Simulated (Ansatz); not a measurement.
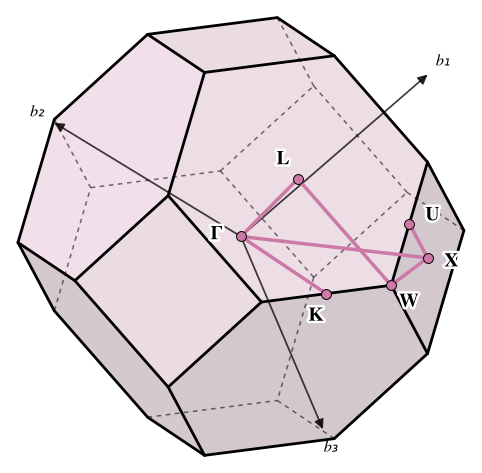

For Ru, the input geometry of an electronic-structure calculation (not necessarily at equilibrium); the starting structure was generated, so it need not be a known form of this composition: the figure shows the first Brillouin zone with its special points and a band path. All values are computed from the atomic coordinates in the standard setting (tolerance 0.002 Å).

Labels and path follow the convention of Hinuma et al. (2017), as computed by seekpath; the arrows show the directions of the reciprocal primitive vectors b₁, b₂, b₃.

Which Bravais lattice has this zone?

Answer. A face-centred cubic lattice (cF; extended symbol cF2). The zone is a truncated octahedron in its combinatorial type: 14 faces (6 with 4 edges, 8 with 6 edges), 36 edges, 24 vertices.

Write the standard path through the labelled points.

Answer. Γ–X–U | K–Γ–L–W–X
